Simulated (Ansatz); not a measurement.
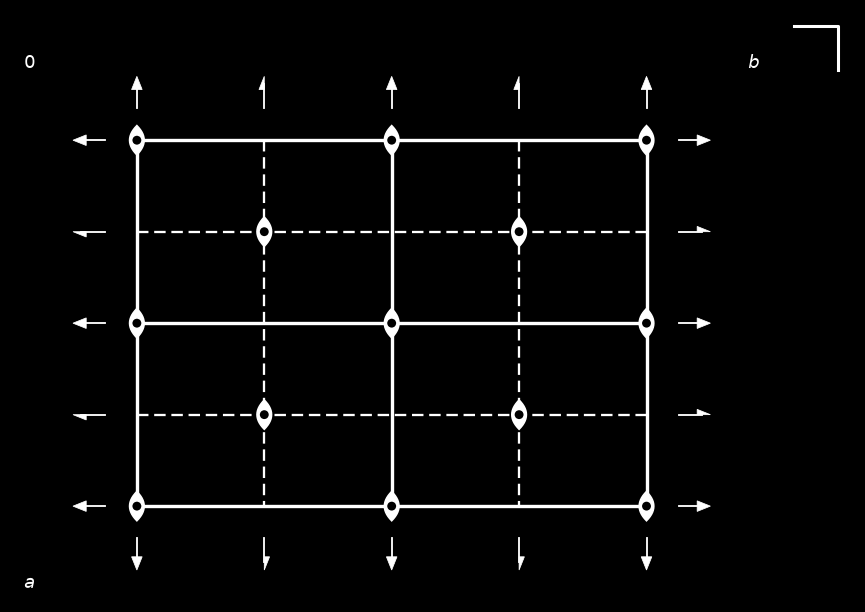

Symmetry elements of a space group, projected down c, computed from the operations of a computed or model structure of composition TiSi3.

Symbols follow the International Tables: origin at the upper left, the third axis towards the viewer; heavy, dashed, dotted, dash-dotted and dash-dot-dot lines are mirror, in-plane glide, out-of-plane glide, diagonal (n; with arrows d) and double (e) glide planes seen edge on; arrows at the rim are 2 (full head) and 2₁ (half head) axes in the plane; the corner sign is a plane parallel to the page; fractions are heights. Handed screw axes carry their printed symbol instead of tails.

Which space group is it?

Answer. No. 65, Cmmm; C-centred orthorhombic, point group mmm, 16 general positions a cell.

List the elements shown.

Answer. 2 axes along c at (0, 0), (0, 1/2), (1/4, 1/4), (1/4, 3/4), (1/2, 0), (1/2, 1/2), (3/4, 1/4), (3/4, 3/4); inversion centres at (0, 0), (0, 1/2), (1/4, 1/4), (1/4, 3/4), (1/2, 0), (1/2, 1/2), (3/4, 1/4), (3/4, 3/4); mirror planes normal to a, at x = 0, 1/2; b glide planes normal to a, at x = 1/4, 3/4; mirror planes normal to b, at y = 0, 1/2; a glide planes normal to b, at y = 1/4, 3/4; a mirror plane normal to c at height 0; 2 axes along a at height 0; 2 axes along b at height 0; 2₁ axes along a at height 0; 2₁ axes along b at height 0. Heights repeat every half period; positions are (a, b) fractions, modulo 1.
